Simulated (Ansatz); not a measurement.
Geometry relaxation of AlO$_{2}$ (part 4 of 4)

The same run, continued: AlO$_{2}$ (Pnma, 12 atoms in the cell); DFT r2SCAN, scalar-relativistic, plane waves, PAW, spin-polarised (Ansatz 0.2.0); cutoff 500 eV, 2×6×4 k-mesh, Gaussian smearing of 0.1 eV, collinear spins. The structure derives from an entry of the Crystallography Open Database. It belongs to a series of runs on one base structure; here: structure reported for this formula (Pnma, No. 62).

Geometry of the input (Å; fractional positions):
```
9.4400  0.0000  0.0000
0.0000  2.8400  0.0000
0.0000  0.0000  4.4200
Al 0.1460  0.2500  0.9520
Al 0.8540  0.7500  0.0480
Al 0.3540  0.7500  0.4520
Al 0.6460  0.2500  0.5480
O  0.8010  0.2500  0.2870
O  0.1990  0.7500  0.7130
O  0.6990  0.7500  0.7870
O  0.3010  0.2500  0.2130
O  0.9440  0.2500  0.8020
O  0.0560  0.7500  0.1980
O  0.5560  0.7500  0.3020
O  0.4440  0.2500  0.6980
```

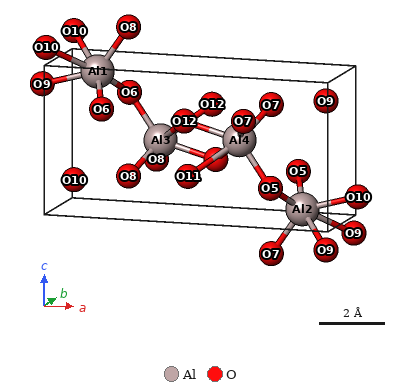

Fig. 1: The geometry at step 12 of the log (ball-and-stick view of the cell of the calculation, seen slightly off an axis; bonded neighbours outside the cell are drawn too; atoms are numbered from 1 in the order of the input).

Trajectory as extended XYZ, continued:
```
12
Lattice="9.3047 0.0000 0.0000 0.0000 2.8791 0.0000 0.0000 0.0000 4.7697" Properties=species:S:1:pos:R:3:forces:R:3 step=10 energy=-6718.02495 pressure_GPa=-1.35
Al    1.5234    0.7198    4.5065   -0.3704   0.0000   0.0511
Al    7.7813    2.1593    0.2632    0.3704   0.0000  -0.0511
Al    3.1290    2.1593    2.1216    0.3704   0.0000   0.0511
Al    6.1757    0.7198    2.6481   -0.3704   0.0000  -0.0511
O     7.2339    0.7198    1.1940   -0.1738   0.0000   0.1018
O     2.0708    2.1593    3.5757    0.1738   0.0000  -0.1018
O     6.7231    2.1593    3.5788    0.1738   0.0000   0.1018
O     2.5816    0.7198    1.1909   -0.1738   0.0000  -0.1018
O     8.9708    0.7198    4.0426    0.2721   0.0000   0.1827
O     0.3338    2.1593    0.7271   -0.2721   0.0000  -0.1827
O     4.9862    2.1593    1.6577   -0.2721   0.0000   0.1827
O     4.3185    0.7198    3.1120    0.2721   0.0000  -0.1827
12
Lattice="9.3709 0.0000 0.0000 0.0000 2.8772 0.0000 0.0000 0.0000 4.7049" Properties=species:S:1:pos:R:3:forces:R:3 step=11 energy=-6718.04470 pressure_GPa=0.53
Al    1.5134    0.7193    4.4793    0.2737   0.0000  -0.0909
Al    7.8575    2.1579    0.2256   -0.2737   0.0000   0.0909
Al    3.1720    2.1579    2.1269   -0.2737   0.0000  -0.0909
Al    6.1989    0.7193    2.5780    0.2737   0.0000   0.0909
O     7.2347    0.7193    1.1215    0.1699   0.0000  -0.1071
O     2.1362    2.1579    3.5834   -0.1699   0.0000   0.1071
O     6.8217    2.1579    3.4740   -0.1699   0.0000  -0.1071
O     2.5492    0.7193    1.2309    0.1699   0.0000   0.1071
O     9.0783    0.7193    3.9813   -0.0595   0.0000  -0.1452
O     0.2926    2.1579    0.7236    0.0595   0.0000   0.1452
O     4.9781    2.1579    1.6289    0.0595   0.0000  -0.1452
O     4.3928    0.7193    3.0761   -0.0595   0.0000   0.1452
12
Lattice="9.2995 0.0000 0.0000 0.0000 2.8886 0.0000 0.0000 0.0000 4.7456" Properties=species:S:1:pos:R:3:forces:R:3 step=12 energy=-6718.05932 pressure_GPa=0.07
Al    1.5213    0.7221    4.5171   -0.0827   0.0000   0.0147
Al    7.7783    2.1664    0.2285    0.0827   0.0000  -0.0147
Al    3.1285    2.1664    2.1443    0.0827   0.0000   0.0147
Al    6.1710    0.7221    2.6012   -0.0827   0.0000  -0.0147
O     7.1886    0.7221    1.1278   -0.0467   0.0000   0.0311
O     2.1110    2.1664    3.6178    0.0467   0.0000  -0.0311
O     6.7607    2.1664    3.5006    0.0467   0.0000   0.0311
O     2.5388    0.7221    1.2450   -0.0467   0.0000  -0.0311
O     9.0095    0.7221    4.0170    0.0068   0.0000  -0.0224
O     0.2900    2.1664    0.7285   -0.0068   0.0000   0.0224
O     4.9398    2.1664    1.6443   -0.0068   0.0000  -0.0224
O     4.3597    0.7221    3.1013    0.0068   0.0000   0.0224
12
Lattice="9.3097 0.0000 0.0000 0.0000 2.8876 0.0000 0.0000 0.0000 4.7344" Properties=species:S:1:pos:R:3:forces:R:3 step=13 energy=-6718.06036 pressure_GPa=-0.02
Al    1.5169    0.7219    4.5032    0.0225   0.0000   0.0008
Al    7.7927    2.1657    0.2312   -0.0225   0.0000  -0.0008
Al    3.1379    2.1657    2.1360   -0.0225   0.0000   0.0008
Al    6.1718    0.7219    2.5984    0.0225   0.0000  -0.0008
O     7.1961    0.7219    1.1297    0.0068   0.0000  -0.0056
O     2.1136    2.1657    3.6048   -0.0068   0.0000   0.0056
O     6.7684    2.1657    3.4969   -0.0068   0.0000  -0.0056
O     2.5412    0.7219    1.2375    0.0068   0.0000   0.0056
O     9.0188    0.7219    4.0017   -0.0045   0.0000   0.0366
O     0.2909    2.1657    0.7327    0.0045   0.0000  -0.0366
O     4.9457    2.1657    1.6345    0.0045   0.0000   0.0366
O     4.3640    0.7219    3.0999   -0.0045   0.0000  -0.0366
12
Lattice="9.3097 0.0000 0.0000 0.0000 2.8876 0.0000 0.0000 0.0000 4.7344" Properties=species:S:1:pos:R:3:forces:R:3 step=14 energy=-6718.06480 pressure_GPa=-0.02
Al    1.5169    0.7219    4.5032    0.0228   0.0000   0.0009
Al    7.7927    2.1657    0.2312   -0.0228   0.0000  -0.0009
Al    3.1379    2.1657    2.1360   -0.0228   0.0000   0.0009
Al    6.1718    0.7219    2.5984    0.0228   0.0000  -0.0009
O     7.1961    0.7219    1.1297    0.0068   0.0000  -0.0057
O     2.1136    2.1657    3.6048   -0.0068   0.0000   0.0057
O     6.7684    2.1657    3.4969   -0.0068   0.0000  -0.0057
O     2.5412    0.7219    1.2375    0.0068   0.0000   0.0057
O     9.0188    0.7219    4.0017   -0.0043   0.0000   0.0371
O     0.2909    2.1657    0.7327    0.0043   0.0000  -0.0371
O     4.9457    2.1657    1.6345    0.0043   0.0000   0.0371
O     4.3640    0.7219    3.0999   -0.0043   0.0000  -0.0371
```

Summary:

```csv
quantity,value
outcome,converged
space group (tolerance 0.01 Å),Pnma (62)
electrons treated,60
free energy,−6718.0648 eV
Fermi energy,4.624 eV
gap on the k-point mesh,0.64 eV
net moment of the cell,4.00 μB
integrated absolute moment,4.30 μB
pressure,−0.02 GPa
final volume,127.28 Å³
largest force (length of the vector) at the end,0.037 eV/Å
final cell,"a = 9.310 Å, b = 2.888 Å, c = 4.734 Å, α = 90.00°, β = 90.00°, γ = 90.00°"
hardware,"1 thread of Arm Neoverse V2, 128 GiB of memory available, shared host"
wall time,14 min
peak memory,0.81 GiB
```

Notes:

The electronic state found may not be the lowest one.
